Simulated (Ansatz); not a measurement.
# Energy of Tl along an even scaling of the cell

System: Tl (P6₃/mmc, 4 atoms in the cell).
Method: Kohn-Sham DFT of a periodic cell, PBE, Ansatz PAW, no spin polarisation (Ansatz 0.2.0).

The 6 runs differ only in the geometry, by an even scaling of the cell at fixed fractional positions. The structure derives from a Materials Project entry.

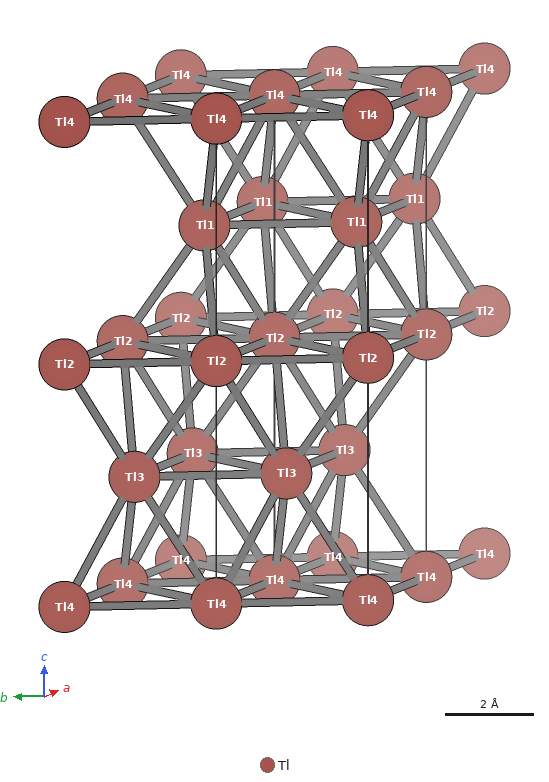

Figure 1. The structure of run 4 (ball-and-stick view of the cell of the calculation, repeated 2 × 2 × 1, seen at an oblique angle; atoms are numbered from 1 in the order of the input).

**Input of run 4**
```yaml
crystal:
  lattice:
    - [3.5086375776, 0.0, 0.0]
    - [-1.7543187888, 3.0385692748, 0.0]
    - [0.0, 0.0, 11.26560463]
  atoms:
    - { symbol: Tl, position: [0.6666666667, 0.3333333333, 0.75] }
    - { symbol: Tl, position: [0.0, 0.0, 0.5] }
    - { symbol: Tl, position: [0.3333333333, 0.6666666667, 0.25] }
    - { symbol: Tl, position: [0.0, 0.0, 0.0] }
hamiltonian:
  xc: pbe
  pseudopotentials: { kind: paw }
kpoints:
  mp_grid: { grid: [9, 9, 3] }
scf:
  occupations: { method: fermi_dirac, width: 0.05 }
output:
  forces: true
  stress: true
  eigenvalues: true
```

Command:
```bash
ansatz run input.yaml --threads 2 --pin off --max-ram 5120MiB --backend cpu --events-out ev --progress --plain --runs-dir out
```

Run 2 differs from it as follows:
```diff
-    - [3.5086375776, 0.0, 0.0]
-    - [-1.7543187888, 3.0385692748, 0.0]
-    - [0.0, 0.0, 11.26560463]
+    - [3.4612177433, 0.0, 0.0]
+    - [-1.7306088717, 2.9975024937, 0.0]
+    - [0.0, 0.0, 11.1133480653]
```

**Results, with one run withheld**

```csv
run,volume per atom (Å³),"free energy per atom, from the lowest run given (meV)",pressure (GPa)
1,28.225,29.10,3.57
2,28.825,?,?
3,29.426,8.98,1.87
4,30.026,3.30,1.17
5,30.627,0.11,0.55
6,31.828,0.00,−0.48
```

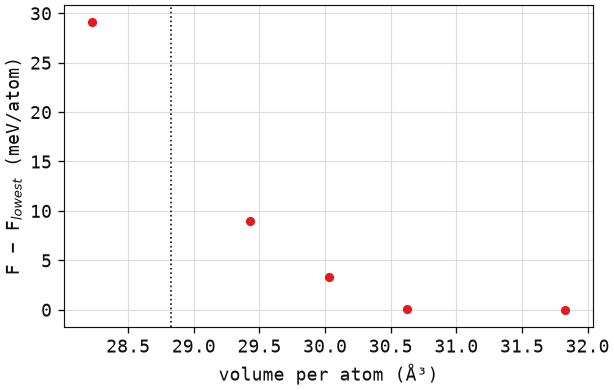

Figure 2. Free energy per atom of the runs given; the dotted line marks run 2.

What should run 2 give?

A cubic polynomial in V^(−2/3) (the Birch–Murnaghan form), fitted to the 5 runs given, misses them by at most 0.01 meV per atom. With x = V^(−2/3) − 0.10361 Å⁻², it reads F = 3.6163 + 3294.3 x + 6.1133e+05 x² + 4.3256e+06 x³ (meV per atom). At run 2 it gives 17.46 meV per atom, and the run itself gives 17.45. The slope of the fit gives a pressure −dF/dV of 2.67 GPa there, and the run prints 2.67 GPa. The fit has its minimum at 31.231 Å³ per atom, where V d²F/dV² gives 26.7 GPa. Cell shape and fractional positions are held, so this is the stiffness under even scaling; the relaxed bulk modulus wasn't computed.

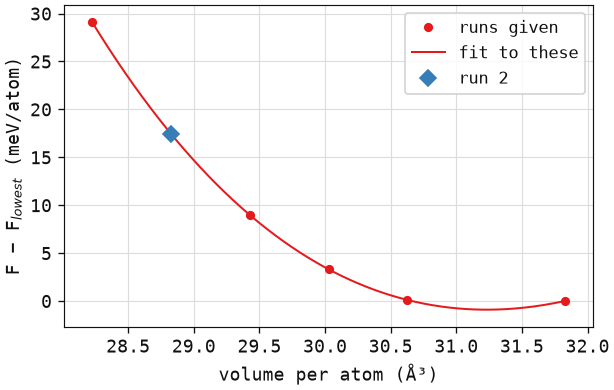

Figure 3. The fit and the withheld run.

**Output, shortened to warnings, some set-up lines, iterations and results (run 2)**
```
Basis set: ecut = 420 eV, 2251 PW (Γ), exchange–correlation on 48×48×150 points (8 copies of the dense FFT grid, shifted against one another)
Symmetry: 24 space group operations
k-points: 24 of 243
Initial density: superposition of atomic densities (neutral atoms: chi_scale 0, normalization atom), corrected by the library's trained network
[...]
SCF iter   1: F=—  HF=-45776.480452 eV  |F-HF|=—  |Δ(HF+E_count)|=         —  Δρ=9.79e-4  dr2=2.82e-3  ethr=1.77e-3  ⟨swp⟩=6.8  Hψ=3454  notcnv=0
SCF iter   2: F=—  HF=-45776.477240 eV  |F-HF|=—  |Δ(HF+E_count)|=   3.21e-3  Δρ=6.80e-4  dr2=1.50e-3  ethr=5.42e-6  ⟨swp⟩=2.0  Hψ=1247  notcnv=0  defer=3
SCF iter   3: F=—  HF=-45776.476966 eV  |F-HF|=—  |Δ(HF+E_count)|=   2.73e-4  Δρ=1.68e-4  dr2=6.47e-5  ethr=2.88e-6  ⟨swp⟩=2.0  Hψ=835  notcnv=0  defer=3
SCF iter   4: F=—  HF=-45776.476955 eV  |F-HF|=—  |Δ(HF+E_count)|=   1.17e-5  Δρ=7.35e-5  dr2=3.82e-6  ethr=1.24e-7  ⟨swp⟩=3.0  Hψ=1382  notcnv=0  defer=3
SCF iter   5: F=—  HF=-45776.476957 eV  |F-HF|=—  |Δ(HF+E_count)|=   2.38e-6  Δρ=1.42e-5  dr2=2.68e-7  ethr=7.35e-9  ⟨swp⟩=2.2  Hψ=1325  notcnv=0  defer=3
SCF iter   6: F=-45776.476957 eV  HF=-45776.476957 eV  |F-HF|=0.00e0  |Δ(HF+E_count)|=   1.91e-9  Δρ=3.46e-6  dr2=2.07e-8  ethr=1.92e-10  ⟨swp⟩=6.1  Hψ=2932  notcnv=0
SCF 1 converged in 6 iterations: F = -45776.476957 eV  dr2 = 2.07e-8
SCF converged after 6 iterations
Free energy (F): -45776.476957 eV
Harris-Foulkes:  -45776.476957 eV  (|F-HF|=0.00e0)
Internal energy: -45776.454700 eV  (E = F + TS)
E sigma→0 (E₀):  -45776.465829 eV
Entropy (-TS):   -0.022257 eV (-5.564 meV/atom)
Fermi energy:    10.260621 eV
--- Per-component energies (eV) ---
  E_band       = 26.644952
  E_kinetic    = 1335.506345
  E_local      = -3514.791930  (includes V_loc(G=0)·N_el)
  E_nonlocal   = 1268.530828
  E_hartree    = 1298.860671
  E_xc         = -923.465151
  E_vxc        = -569.342731  (∫ρ·V_xc dr)
  E_paw        = -40656.621153  (= ΣΔE_a)
  E_vpaw       = -1090.971901  (= ΣTr[D̂ρ^β])
  E_aug_tail   = 0.000135  (compensation charges beyond the density's cutoff)
  E_ewald      = -4584.474446
  E_smearing   = -0.022257  (= −TS)
  E_closure    = 0.000000  (closes the sum)
  Σ components = -45776.476957   (vs F -45776.476957, Δ=0.00e0)
--- Forces (eV/Å), atoms counted from 1 ---
  atom   1  Tl    -0.00000000     0.00000000     0.00000000
  atom   2  Tl     0.00000000     0.00000000     0.00000000
  atom   3  Tl     0.00000000     0.00000000     0.00000000
  atom   4  Tl     0.00000000     0.00000000     0.00000000
  max |Σ_I F_I| component: 1.39e-17 eV/Å
--- Stress (GPa, compression-positive) ---
        2.619196       0.000000       0.000000
        0.000000       2.619196       0.000000
        0.000000       0.000000       2.759432
  P = ⅓ Tr σ = 2.6659 GPa (26.659 kbar)
```

Notes: Spin–orbit coupling is left out, which matters for Tl.
